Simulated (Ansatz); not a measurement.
Run report: ZnO, single-point calculation (part 1 of 2)

The run: single-point calculation of ZnO (slab, 20 atoms in the cell). Method and program: DFT PBEsol, scalar-relativistic, plane waves, PAW, no spin polarisation (Ansatz 0.2.0).

The structure derives from an entry of the Crystallography Open Database. Figures and captions count atoms from 1; the log counts them from 0 in places.

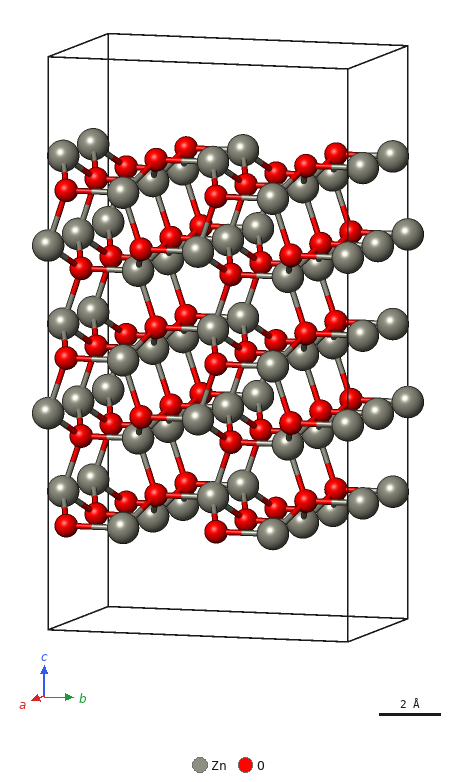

*The structure as given in the input (ball-and-stick view of the 2 × 2 repeat of the cell, with the vacuum cut short, seen slightly off an axis).*

Near neighbours in the crystal (not all of them lie inside the picture): Zn has 3 O at 1.97 to 1.98 Å; O has 3 Zn at 1.97 to 1.98 Å; Zn has 4 O at 1.97 to 1.98 Å; O has 4 Zn at 1.97 to 1.98 Å.

## The input
```yaml
crystal:
  lattice:
    - [3.2300572044, 0.0, 0.0]
    - [0.0, 5.2141142718, 0.0]
    - [0.0, 0.0, 27.1216835768]
  atoms:
    - { symbol: Zn, position: [0.0, 0.4999673603, 0.2765315058] }
    - { symbol: O, position: [0.0, 0.1210226397, 0.2765315058] }
    - { symbol: Zn, position: [0.5, 0.9999673603, 0.3109112742] }
    - { symbol: O, position: [0.5, 0.6210226397, 0.3109112742] }
    - { symbol: Zn, position: [0.5, 0.4999673603, 0.3796708108] }
    - { symbol: O, position: [0.5, 0.1210226397, 0.3796708108] }
    - { symbol: Zn, position: [0.0, 0.9999673603, 0.4140505792] }
    - { symbol: O, position: [0.0, 0.6210226397, 0.4140505792] }
    - { symbol: Zn, position: [0.0, 0.4999673603, 0.4828101158] }
    - { symbol: O, position: [0.0, 0.1210226397, 0.4828101158] }
    - { symbol: Zn, position: [0.5, 0.9999673603, 0.5171898842] }
    - { symbol: O, position: [0.5, 0.6210226397, 0.5171898842] }
    - { symbol: Zn, position: [0.5, 0.4999673603, 0.5859494208] }
    - { symbol: O, position: [0.5, 0.1210226397, 0.5859494208] }
    - { symbol: Zn, position: [0.0, 0.9999673603, 0.6203291892] }
    - { symbol: O, position: [0.0, 0.6210226397, 0.6203291892] }
    - { symbol: Zn, position: [0.0, 0.4999673603, 0.6890887258] }
    - { symbol: O, position: [0.0, 0.1210226397, 0.6890887258] }
    - { symbol: Zn, position: [0.5, 0.9999673603, 0.7234684942] }
    - { symbol: O, position: [0.5, 0.6210226397, 0.7234684942] }
basis:
  ecutwfc: 420
kpoints:
  mp_grid: { grid: [8, 5, 1] }
hamiltonian:
  xc: pbesol
scf:
  occupations: { method: gaussian, width: 0.05 }
output:
  forces: true
  stress: true
  eigenvalues: true
efield:
  axis: 3
  dipole_correction: true
```

Command:
```bash
ansatz run input.yaml --threads 2 --pin off --max-ram 5120MiB --backend cpu --events-out ev --progress --plain --runs-dir out
```

## Log
```
Engine: ansatz 0.2.0, x86_64-unknown-linux-gnu
Pseudopotentials: kind: paw
Pseudopotential: Zn, paw, valence charge 12, recommended cutoff 420 eV (normal), Zn.paw.azcp
Pseudopotential: O, paw, valence charge 6, recommended cutoff 420 eV (normal), O.paw.azcp
Functional definition: PBEsol
  exchange = pbesol_x
  correlation = pbesol_c
Crystal: 20 atoms, lattice volume = 456.780 Å³
Basis set: ecut = 420 eV, 8997 PW (Γ), exchange–correlation on 48×72×384 points (8 copies of the dense FFT grid, shifted against one another)
Bands: 110, of which v1, the nominal top of the filled ones, is band 90 counted from 1 (89 counted from 0)
Symmetry: 2 space group operations
k-points: 15 of 40 (time reversal used)
Non-local potential: Zn, projectors of the file, l = 0: 2, l = 1: 2, l = 2: 3, l = 3: 1
Non-local potential: O, projectors of the file, l = 0: 2, l = 1: 2, l = 2: 1
PAW form: soft (Blöchl's): semilocal exchange-correlation on the pseudo side does not see the compensation charge
PAW frozen core: Zn, regenerated for the run's functional, and the local potential with it (the file was generated under x = pbe(κ = 0.804, μ = 0.2195149727645171), c = pbe(β = 0.06672455060314922))
PAW frozen core: O, regenerated for the run's functional, and the local potential with it (the file was generated under x = pbe(κ = 0.804, μ = 0.2195149727645171), c = pbe(β = 0.06672455060314922))
PAW one-centre angular grid: Zn, 590 points (default); XC on 64 Gauss nodes
PAW one-centre angular grid: O, 110 points (default); XC on 64 Gauss nodes
Initial density: superposition of atomic densities (neutral atoms: chi_scale 0, normalization atom), corrected by the library's trained network
Initial wavefunctions: pseudopotential atomic-orbital guess
Functional: x = pbesol(κ = 0.804, μ = 0.12345679012345678), c = pbesol(β = 0.046)
SCF iter   1: F=—  HF=-38418.554033 eV  |F-HF|=—  |Δ(HF+E_count)|=         —  Δρ=1.14e-2  dr2=4.84e-1  ethr=1.77e-3  p=0.000 e·Å  D=2.34e-13 V/Å  ΔV_dip=-0.00 eV  dr2_dipole=1.45e-8  V_vac-E_F(+/−)=4.76/4.76 eV  ⟨swp⟩=7.3  Hψ=7468  notcnv=0  defer=94
efield: sawtooth ramp at fractional position 0.9500 (placed from the atoms, in the widest stretch of the axis that holds none; the zero of the levels goes with the place), width 0.1000; the density the first Hamiltonian is built on has a dipole p = 0.000 e·Å; the dipole correction subtracts the counter field D = 2.34e-13 V/Å, which shifts the + side's vacuum level by -0.00 eV against the − side's; the planar-averaged density in the ramp window peaks in size at 3.7e-5 e/Å³
preconditioner: auto → Resta (q_TF=auto, 2.336 Å⁻¹)  ε∞=4.9  [insulator: Δε(μ)=0.315 eV  Ē_g=11.794 eV  σ=0.050 eV  W_gap=1.00  n_scr=96 (ndim 8)  ℏωp=23.3 eV  f_vac=0.463  D(μ)=0.00/eV (n_scr^D=0)  ε∞_Penn≈4.9  vacuum switching on, ρ_ref=1.0e-2 e/Å³]
SCF iter   2: F=—  HF=-38418.432532 eV  |F-HF|=—  |Δ(HF+E_count)|=   1.22e-1  Δρ=2.51e-3  dr2=1.71e-2  ethr=2.69e-4  p=0.000 e·Å  D=8.00e-6 V/Å  ΔV_dip=-0.00 eV  dr2_dipole=6.65e-9  V_vac-E_F(+/−)=4.96/4.96 eV  ⟨swp⟩=2.3  Hψ=3304  notcnv=0  defer=232
SCF iter   3: F=—  HF=-38418.429491 eV  |F-HF|=—  |Δ(HF+E_count)|=   3.04e-3  Δρ=8.03e-4  dr2=3.02e-3  ethr=9.50e-6  p=0.000 e·Å  D=3.26e-6 V/Å  ΔV_dip=-0.00 eV  dr2_dipole=7.78e-10  V_vac-E_F(+/−)=4.92/4.92 eV  ⟨swp⟩=2.0  Hψ=2765  notcnv=0  defer=232
SCF iter   4: F=—  HF=-38418.429776 eV  |F-HF|=—  |Δ(HF+E_count)|=   2.85e-4  Δρ=6.24e-4  dr2=1.54e-3  ethr=1.68e-6  p=0.000 e·Å  D=2.03e-7 V/Å  ΔV_dip=-0.00 eV  dr2_dipole=6.65e-11  V_vac-E_F(+/−)=4.92/4.92 eV  ⟨swp⟩=2.0  Hψ=2648  notcnv=0  defer=232
SCF iter   5: F=—  HF=-38418.429563 eV  |F-HF|=—  |Δ(HF+E_count)|=   2.13e-4  Δρ=1.31e-4  dr2=5.81e-5  ethr=8.55e-7  p=-0.000 e·Å  D=-9.04e-7 V/Å  ΔV_dip=0.00 eV  dr2_dipole=3.10e-11  V_vac-E_F(+/−)=4.92/4.92 eV  ⟨swp⟩=2.0  Hψ=2648  notcnv=0  defer=232
SCF iter   6: F=—  HF=-38418.429809 eV  |F-HF|=—  |Δ(HF+E_count)|=   2.46e-4  Δρ=1.12e-4  dr2=4.73e-5  ethr=3.23e-8  p=0.000 e·Å  D=1.44e-7 V/Å  ΔV_dip=-0.00 eV  dr2_dipole=1.23e-12  V_vac-E_F(+/−)=4.92/4.92 eV  ⟨swp⟩=2.0  Hψ=2799  notcnv=0  defer=232
SCF iter   7: F=—  HF=-38418.429804 eV  |F-HF|=—  |Δ(HF+E_count)|=   5.14e-6  Δρ=4.02e-5  dr2=5.45e-6  ethr=2.63e-8  p=0.000 e·Å  D=2.54e-7 V/Å  ΔV_dip=-0.00 eV  dr2_dipole=4.70e-12  V_vac-E_F(+/−)=4.92/4.92 eV  ⟨swp⟩=2.0  Hψ=2754  notcnv=0  defer=232
SCF iter   8: F=—  HF=-38418.429803 eV  |F-HF|=—  |Δ(HF+E_count)|=   1.14e-6  Δρ=9.15e-6  dr2=3.20e-7  ethr=3.03e-9  p=0.000 e·Å  D=3.16e-8 V/Å  ΔV_dip=-0.00 eV  dr2_dipole=4.18e-14  V_vac-E_F(+/−)=4.91/4.91 eV  ⟨swp⟩=2.0  Hψ=2781  notcnv=0  defer=232
SCF iter   9: F=—  HF=-38418.429803 eV  |F-HF|=—  |Δ(HF+E_count)|=   1.51e-9  Δρ=5.70e-6  dr2=1.25e-7  ethr=5.56e-11  p=0.000 e·Å  D=4.77e-9 V/Å  ΔV_dip=-0.00 eV  dr2_dipole=2.18e-14  V_vac-E_F(+/−)=4.91/4.91 eV  ⟨swp⟩=16.8  Hψ=10162  notcnv=0
SCF iter  10: F=-38418.429803 eV  HF=-38418.429803 eV  |F-HF|=4.45e-9  |Δ(HF+E_count)|=   3.15e-9  Δρ=1.30e-6  dr2=1.05e-8  ethr=5.56e-11  p=-0.000 e·Å  D=-1.59e-8 V/Å  ΔV_dip=0.00 eV  dr2_dipole=8.30e-16  V_vac-E_F(+/−)=4.91/4.91 eV  ⟨swp⟩=5.2  Hψ=6170  notcnv=0
SCF 1 converged in 10 iterations: F = -38418.429803 eV  dr2 = 1.05e-8
  greatest PAW one-centre occupation: 0.988 electrons in one spin orbital (limit 2), on the Zn atom at site 18 (counted from 0), in its partial waves of l = 2
```

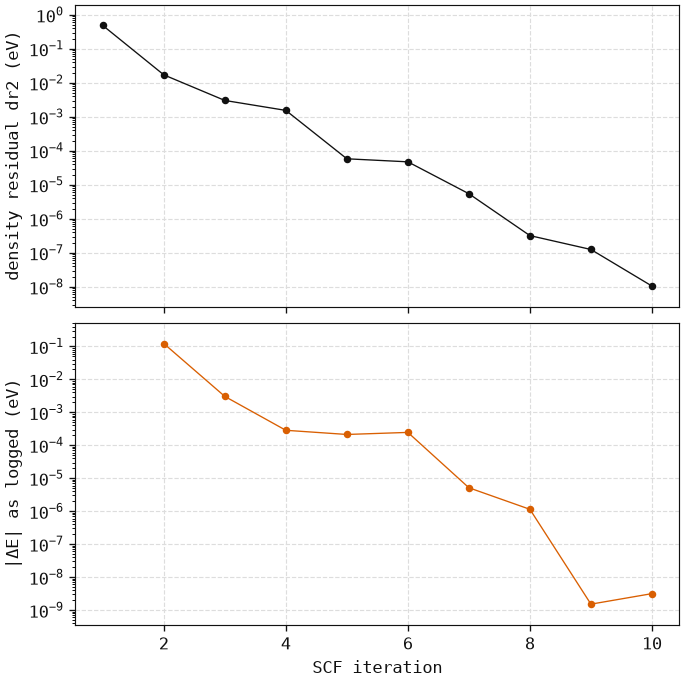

*Convergence of the self-consistent field: density residual dr2 and size of the energy change against the SCF iteration.*

The residual falls at every step.

```
SCF converged after 10 iterations
Free energy (F): -38418.429803 eV
Harris-Foulkes:  -38418.429803 eV  (|F-HF|=4.45e-9)
Internal energy: -38418.429803 eV  (E = F + TS)
E sigma→0 (E₀):  -38418.429803 eV
Fermi energy:    1.582933 eV
Dipole field:    D = 0.000000 V/Å  (p = 0.000000 e·Å, saw-weighted, corrected)
Work function:   Φ+ = 4.9144 eV   Φ− = 4.9144 eV
Levels:          The Fermi level and band energies are counted from a zero that moves with the ramp; work functions are not
--- Per-component energies (eV) ---
  E_band       = -779.781119
  E_kinetic    = 3046.445981
  E_local      = -208597.664201  (includes V_loc(G=0)·N_el)
  E_nonlocal   = 6687.581782
  E_hartree    = 101954.361450
  E_xc         = -2071.752683
  E_vxc        = -1443.008523  (∫ρ·V_xc dr)
  E_paw        = -19470.317278  (= ΣΔE_a)
  E_vpaw       = -4381.870795  (= ΣTr[D̂ρ^β])
  E_aug_tail   = 0.020951  (compensation charges beyond the density's cutoff)
  E_efield     = 0.000000  (sawtooth field / dipole correction)
  E_vefield    = 0.000000  (∫n·V_field dr)
  E_ewald      = 80024.567767
  E_core_change = 8.326428  (= ΣΔE_core)
  E_smearing   = -0.000000  (= −TS)
  E_closure    = 0.000000  (closes the sum)
  Σ components = -38418.429803   (vs F -38418.429803, Δ=0.00e0)
--- Forces (eV/Å), atoms counted from 1 ---
  atom   1  Zn     0.00000000    -1.42084064     1.22767510
  atom   2  O      0.00000000     0.76007867     0.16732486
  atom   3  Zn     0.00000000     0.71972143    -0.78427536
  atom   4  O      0.00000000     0.06525078    -0.93981041
  atom   5  Zn     0.00000000    -0.23483767     0.18281078
  atom   6  O      0.00000000     0.03747721     0.32320218
  atom   7  Zn     0.00000000     0.10499381    -0.09186611
  atom   8  O      0.00000000    -0.01865208    -0.13929681
  atom   9  Zn     0.00000000    -0.01642445     0.04037133
  atom  10  O      0.00000000     0.00324488     0.06711182
  atom  11  Zn     0.00000000    -0.01642447    -0.04037118
  atom  12  O      0.00000000     0.00324502    -0.06711222
  atom  13  Zn     0.00000000     0.10499382     0.09186623
  atom  14  O      0.00000000    -0.01865216     0.13929652
  atom  15  Zn     0.00000000    -0.23483774    -0.18281078
  atom  16  O      0.00000000     0.03747722    -0.32320242
  atom  17  Zn     0.00000000     0.71972139     0.78427524
  atom  18  O      0.00000000     0.06525067     0.93981078
  atom  19  Zn     0.00000000    -1.42084062    -1.22767512
  atom  20  O      0.00000000     0.76007903    -0.16732465
  max |Σ_I F_I| component: 2.41e-5 eV/Å
--- Stress (GPa, compression-positive) ---
       -0.961048       0.000000       0.000000
        0.000000      -2.091177      -0.000000
        0.000000      -0.000000      -0.544408
  P = ⅓ Tr σ = -1.1989 GPa (-11.989 kbar)
--- Band table (eV; the first three rows and the last of 15) ---
```
